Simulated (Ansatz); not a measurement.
Input file:

```
crystal:
  lattice:
    - [2.5731026597, 1.4855815132, 5.3546375808]
    - [-2.5731026597, 1.4855815132, 5.3546375808]
    - [0.0, -2.9711630265, 5.3546375808]
  atoms:
    - { symbol: Hf, position: [0.5308743824, 0.5308743824, 0.5308743824] }
    - { symbol: Si, position: [0.8842702646, 0.8842702646, 0.8842702646] }
    - { symbol: O, position: [0.0560978708, 0.5332687731, 0.0560978708] }
    - { symbol: O, position: [0.5332687731, 0.0560978708, 0.0560978708] }
    - { symbol: O, position: [0.0560978708, 0.0560978708, 0.5332687731] }
    - { symbol: O, position: [0.4222765882, 0.4222765882, 0.4222765882] }
basis:
  ecutwfc: 420
kpoints:
  mp_grid: { grid: [6, 6, 6] }
hamiltonian:
  xc: pbe
scf:
  occupations: { method: gaussian, width: 0.02 }
output:
  forces: true
  stress: true
  eigenvalues: true
  write_density: true
  write_potential: true
  elf: true
  volumetric_format: npy
relax:
  adjacent_minimum: "off"
  f_tol: 0.01
  max_steps: 80
  cell: { stress_tol: 0.05 }
```

Command:

```sh
ansatz run input.yaml --threads 1 --pin off --max-ram 2560MiB --backend cpu --events-out ev --progress --plain --runs-dir out
```

Below, planes, directions and counts refer to the conventional cell (a = 5.15 Å, b = 5.15 Å, c = 16.31 Å, α = 90.00°, β = 90.00°, γ = 120.00°).

The fields are those of the relaxed geometry.

Space group R3m; a structure generated by program, which may or may not match a known phase.

Method: DFT PBE, scalar-relativistic, plane waves, PAW (Ansatz 0.2.0).

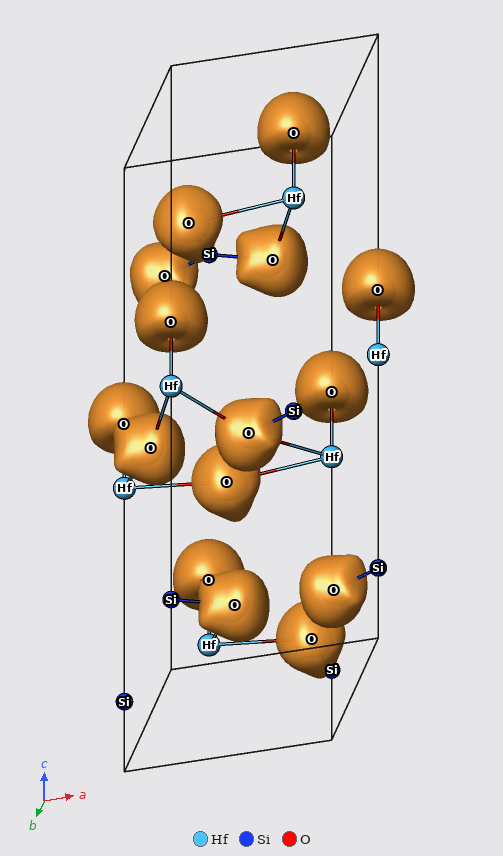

HfSiO₄. Isosurface of the ELF at 0.75 (orange), seen at an oblique angle. Core shells and regions of very low density are left out. Sticks mark near contacts.

Core electrons are frozen (PAW), and the valence fields are smoothed inside the atomic spheres.

> Where are the electrons localised?

The ELF exceeds this value in nine regions on O in which the atom's valence shell and bonds are merged and three regions wrapped around O (the valence shell of each), counted in one cell of 18 atoms. Any copies at cell faces, edges or corners count once. Along the contacts the grid gives the following. Si–O (1.55 Å): the ELF peaks at about 0.85 between the atoms, as expected for a shared but strongly polarised pair. Hf–O (1.74 Å): the ELF peaks at about 0.75 in the valence shell of O, 0.5 Å from its nucleus, and drops to about 0.35 between the two atoms.

> Does the calculation give a band gap?

It is gapped, with a Kohn–Sham gap of 3.4 eV on the k-point mesh, an upper bound to the gap of this method.
